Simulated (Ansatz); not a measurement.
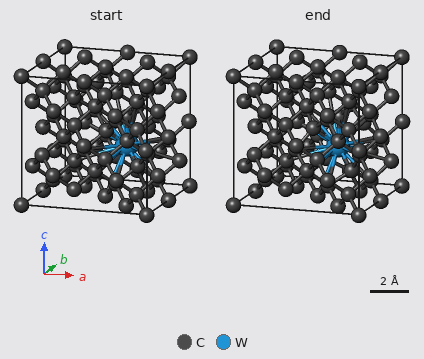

The structure of a defect cell of composition C63W before (left) and after (right) a relaxation, at one scale.

A ball-and-stick model of the cell of the calculation (origin shifted), seen slightly off an axis.

The calculation used DFT, PBEsol, PAW, plane waves in Ansatz. (plane-wave cutoff 420 eV; k-point mesh 1 × 1 × 1; mesh shifted by (0.25, 0.25, 0.25); collinear spin; atoms relaxed in a fixed cell; force threshold 0.03 eV/Å; at most 80 steps)

What changed between the two?

Answer. The largest moves, 0.32 Å, are those of C atoms. By element the largest moves are C 0.32 Å, W 0.07 Å. The lattice vectors keep their values. Some distances before and after: C–W 1.522 → 1.873 Å, C–W 1.550 → 1.853 Å, C–W 2.476 → 2.612 Å, C–W 2.499 → 2.612 Å. Among the angles between lasting bonds that change: C–C–C 112.8° → 99.4°, C–C–C 110.9° → 99.4°, C–C–W 112.4° → 101.1°. The energy falls by 16.702 eV per cell of the calculation in 7 geometry steps. The largest force component goes from 17 to 0.0083 eV/Å. The run took 46 s on 7 threads of Arm Neoverse-V2, peak memory 1.2 GiB.

Limits of the set-up: the periodic images lie only 7.1 Å apart, so the values are limited by the cell's size.
